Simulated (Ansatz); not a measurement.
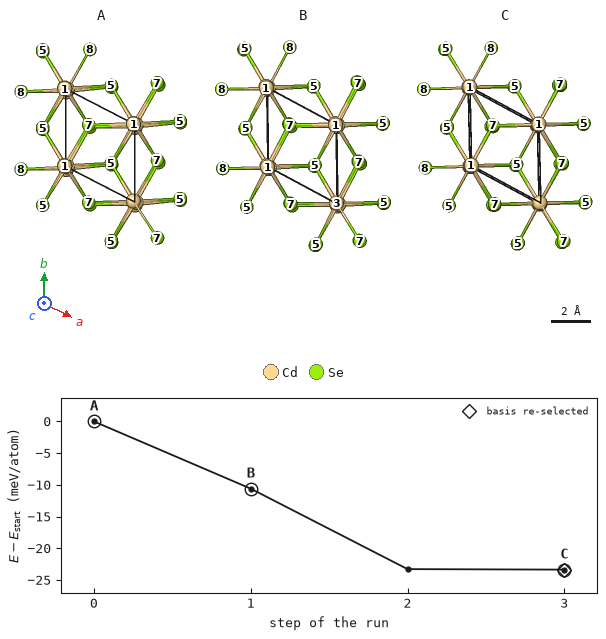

Frames of a relaxation of solid CdSe (a generated structure, set up in P1) (coarse preliminary run), marked on the history of the run. A ball-and-stick model of the cell of the calculation, reduced to other axes, seen along the c axis. Lengths and directions refer to the drawn axes.

Theory: Ansatz 0.2.0, DFT PBE, scalar-relativistic, plane waves, PAW. Set-up: plane-wave cutoff 420 eV; k-point mesh 6 × 6 × 2; occupations gaussian; smearing width 0.2 eV; no spin polarisation; cell and atoms relaxed; force threshold 0.025 eV/Å; at most 60 steps.

Describe the path.

The atom that moves furthest relative to the cell is a Cd atom (0.14 Å in a general direction near +b). By element the largest moves are Cd 0.14 Å, Se 0.12 Å. Cell: a 3.997 → 4.060 Å (+1.6 %), b 4.009 → 4.058 Å (+1.2 %), c 13.259 → 13.390 Å (+1.0 %), α 90.9° → 90.5°, β 91.0° → 90.5°, γ 117.3° → 119.6°. Volume +1.6 %. Some distances before and after: Cd–Se 2.631 → 2.856 Å, Cd–Se 3.085 → 2.921 Å, Cd–Se 3.023 → 2.890 Å, Cd–Se 2.737 → 2.867 Å. Bond angles that change, for instance: Se–Cd–Se 172.5° → 179.6°, Se–Cd–Se 96.6° → 89.9°, Cd–Se–Cd 96.6° → 89.9°. The space group stays P1 (No. 1). The energy falls by 23.4 meV per atom in 2 accepted moves (3 points after the start). Largest force component: 0.89 eV/Å at the start, 0.015 eV/Å at the end. Pressure: 1.65 GPa at the start and 0.02 GPa at the end. At 1 point the geometry stayed and the basis and grid were re-selected for the new cell (energy shift of 0.1 meV per atom at most each time). Cost: 5.3 min on 1 thread of Arm Neoverse V1, on a shared host, peak memory 0.73 GiB. From step 0 to 1: a Cd atom moves most (0.16 Å), volume +4.0 %, energy −10.6 meV per atom. From step 1 to 3: a Se atom moves most (0.12 Å), volume −2.3 %, energy −12.8 meV per atom.

| step | E − E(0), meV/atom | largest force component, eV/Å | pressure, GPa | volume, Å³/atom | note |
| --- | --- | --- | --- | --- | --- |
| 0 | 0.00 | 0.8891 | 1.65 | 23.594 |  |
| 1 | -10.59 | 0.4249 | -0.90 | 24.528 |  |
| 2 | -23.28 | 0.0154 | 0.03 | 23.972 |  |
| 3 | -23.36 | 0.0155 | 0.02 | 23.972 | same geometry, new basis |
